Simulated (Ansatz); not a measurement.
The coordinates of a crystal:

```cif
data_structure
_symmetry_space_group_name_H-M 'P 1'
_symmetry_Int_Tables_number 1
_cell_length_a 4.5688
_cell_length_b 4.3357
_cell_length_c 7.9655
_cell_angle_alpha 90.000
_cell_angle_beta 90.000
_cell_angle_gamma 90.000
_cell_volume 157.79
loop_
_atom_site_label
_atom_site_type_symbol
_atom_site_fract_x
_atom_site_fract_y
_atom_site_fract_z
_atom_site_occupancy
Na1 Na 0.25000 0.50000 0.27112 1
Na2 Na 0.75000 0.50000 0.72888 1
I1 I 0.25000 0.00000 0.73865 1
I2 I 0.75000 0.00000 0.26135 1
```

What crystal do these data define?

Answer. Its composition is NaI. Its lattice is primitive orthorhombic, its space group Pmma (No. 51). One cell contains 2 Na, 2 I, 4 atoms in all. Na is linked to four I in a square planar arrangement at 3.15 Å. Each I atom has four Na in a square planar arrangement at 3.15 Å around it. The bonds build NaI layers parallel to (001).

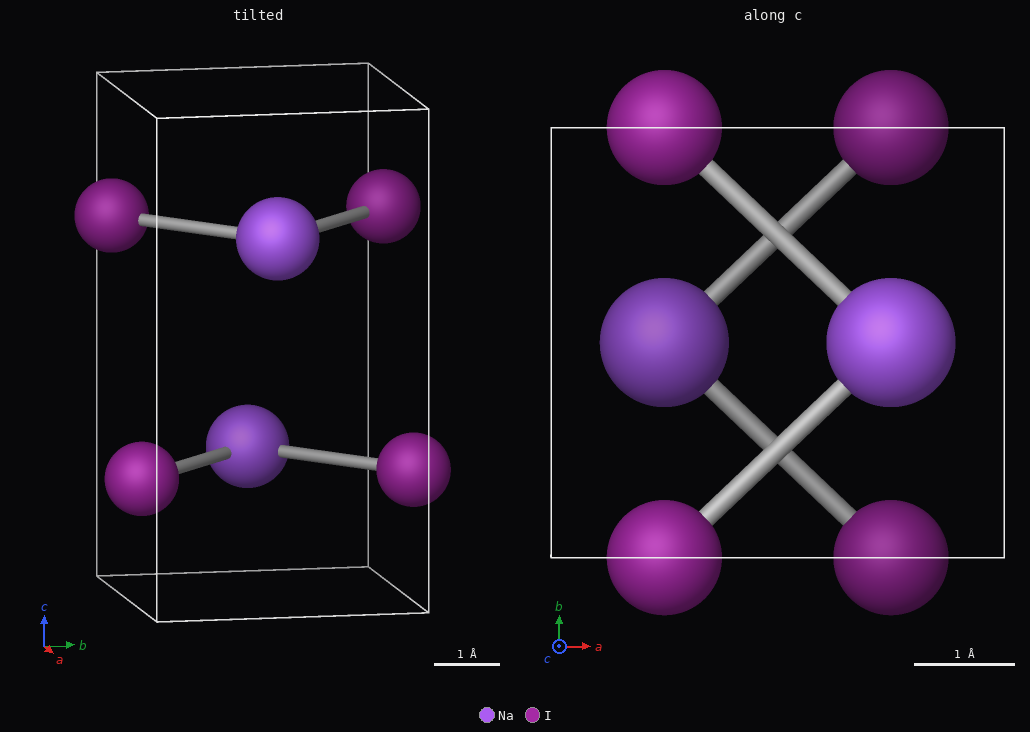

Shown here is a ball-and-stick view of the crystal, taken slightly off an axis and along the c axis. The conventional unit cell is outlined; an atom on or near a face, edge or corner is repeated at each equivalent position. Colours: sodium purple, iodine pink.

The structure was taken from a structure listed in the Materials Project. The cell was then strained or its atoms displaced on purpose. It was run through Ansatz as a DFT input.
